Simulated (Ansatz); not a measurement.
# Calculations on SiMo3 and related structures

**1. Relaxation**

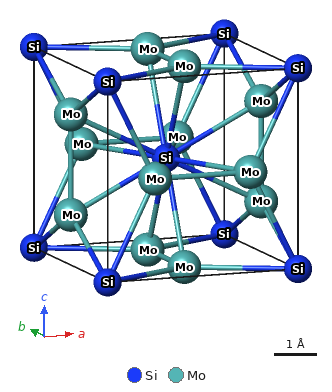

Crystalline SiMo$_{3}$ (set up in Pm-3n), before the relaxation. Style: ball-and-stick. Shown: the cell of the calculation, slightly off an axis.

Theory: DFT PBEsol, scalar-relativistic, plane waves, PAW (Ansatz).

Input file:
```yaml
crystal:
  lattice:
    - [4.889, 0.0, 0.0]
    - [0.0, 4.889, 0.0]
    - [0.0, 0.0, 4.889]
  atoms:
    - { symbol: Si, position: [0.0, 0.0, 0.0] }
    - { symbol: Si, position: [0.5, 0.5, 0.5] }
    - { symbol: Mo, position: [0.25, 0.0, 0.5] }
    - { symbol: Mo, position: [0.5, 0.75, 0.0] }
    - { symbol: Mo, position: [0.75, 0.0, 0.5] }
    - { symbol: Mo, position: [0.5, 0.25, 0.0] }
    - { symbol: Mo, position: [0.0, 0.5, 0.75] }
    - { symbol: Mo, position: [0.0, 0.5, 0.25] }
basis:
  ecutwfc: 420
kpoints:
  mp_grid: { grid: [8, 8, 8] }
hamiltonian:
  xc: pbesol
scf:
  occupations: { method: gaussian, width: 0.1 }
output:
  forces: true
  stress: true
  eigenvalues: true
relax:
  adjacent_minimum: "off"
  f_tol: 0.005
  max_steps: 80
  cell: { stress_tol: 0.05 }
```

Run as
```bash
ansatz run input.yaml --threads 4 --pin off --max-ram 10240MiB --backend cpu --events-out ev --progress --plain --runs-dir out
```

Where does the relaxation end?

Over 2 accepted moves (4 points after the start) the energy falls by 26.9 meV per cell of the calculation. All forces vanish by symmetry, so only the cell relaxes. The pressure goes from −4.36 to 0.00 GPa. The line search rejected the trial step at point 1 of the run. The SCF was repeated once at an unchanged geometry on a basis and grid sized afresh for the cell, which shifted the energy by 0.4 meV per cell of the calculation at most. No atom moves by more than 0.005 Å relative to the cell. The volume changes by −1.7 %, with a = b = c 4.889 → 4.862 Å (−0.6 %). Near-neighbour distances that change, for instance: Mo3–Mo4 2.994 → 2.977 Å, Si1–Mo3 2.733 → 2.718 Å, Mo3–Mo5 2.444 → 2.431 Å. The space group stays Pm-3n (No. 223). Cost: 21 s on 4 threads of Arm Neoverse V1 (shared host), peak memory 0.57 GiB.

**2. Relaxation**

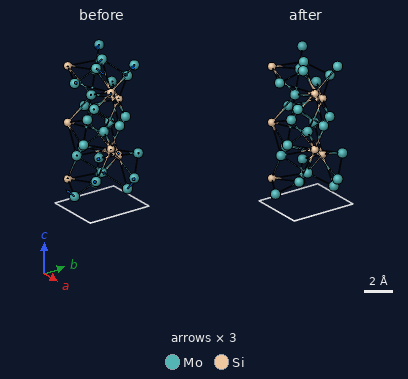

The structure of a slab of composition Si7Mo24 (cut from the Pm-3n phase) before (left) and after (right) a relaxation, at one scale. The blue arrows give the displacements, 3 times their true length.

Style: ball-and-stick. Shown: the cell of the calculation, outlined in the plane, without the vacuum (origin shifted), slightly off an axis.

Case: (1 1 1) slab, atoms relaxed. The slab is the (1 1 1) face of SiMo3.

Computed with Ansatz 0.2.0, DFT PBEsol, scalar-relativistic, plane waves, PAW. Settings: plane-wave cutoff 420 eV; k-point mesh 6 × 6 × 1; occupations gaussian; smearing width 0.1 eV; no spin polarisation; dipole correction; atoms relaxed in a fixed cell; force threshold 0.02 eV/Å; at most 60 steps.

### Describe what moved and what it gained.

The largest moves, 0.28 Å, are those of Mo atoms. Largest moves by element: Mo 0.28 Å, Si 0.10 Å. The lattice vectors keep their values. Among the contacts that change: Mo–Mo 2.977 → 2.677 Å, Mo–Mo 2.977 → 2.844 Å, Mo–Si 2.718 → 2.592 Å, Mo–Mo 2.977 → 3.100 Å. Among the angles between lasting bonds that change: Mo–Mo–Mo 180.0° → 173.3°, Si–Mo–Si 101.5° → 108.2°, Si–Mo–Si 126.9° → 121.7°. After 5 geometry steps the energy has fallen by 2.069 eV per cell of the calculation. Largest force component: 1.6 eV/Å at the start, 0.012 eV/Å at the end.

**3. A change**

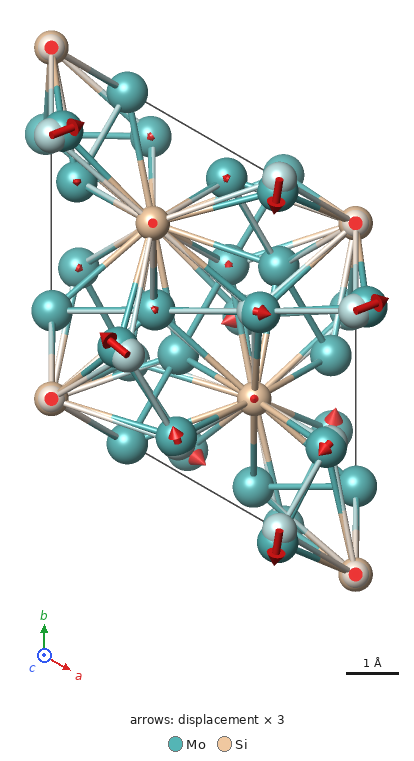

A (1 1 1) slab of SiMo3 as cut from the relaxed bulk, drawn pale, and a changed version of it, drawn solid. The red arrows show how the atoms are displaced, magnified 3 times. A ball-and-stick model of the cell of the calculation, outlined in the plane, without the vacuum, seen along the c axis.

Method: Ansatz 0.2.0, DFT PBEsol, scalar-relativistic, plane waves, PAW. (plane-wave cutoff 420 eV; occupations gaussian; smearing width 0.1 eV; no spin polarisation) The k-mesh is chosen for each cell (6×6×12, 6×6×1).

### What was done to the structure, and with what result?

The atoms of the slab are relaxed at the bulk's in-plane cell. The slab isn't stoichiometric; relaxing it gains 0.406 J/m². The top spacing, between the Mo3 and Si planes, goes from 0.70 to 0.59 Å (−16.0 %), the bottom one (Mo3 to Si) from 0.70 to 0.59 Å (−16.0 %). The work function of the top face goes from 4.01 to 4.04 eV. The cell doesn't change. The largest moves relative to the layer's centre, 0.28 Å, are those of Mo atoms. By element the largest moves are Mo 0.28 Å, Si 0.10 Å. Near-neighbour distances before and after: Mo–Si 2.718 → 2.592 to 2.794 Å, Mo–Mo 2.431 → 2.408 to 2.525 Å.
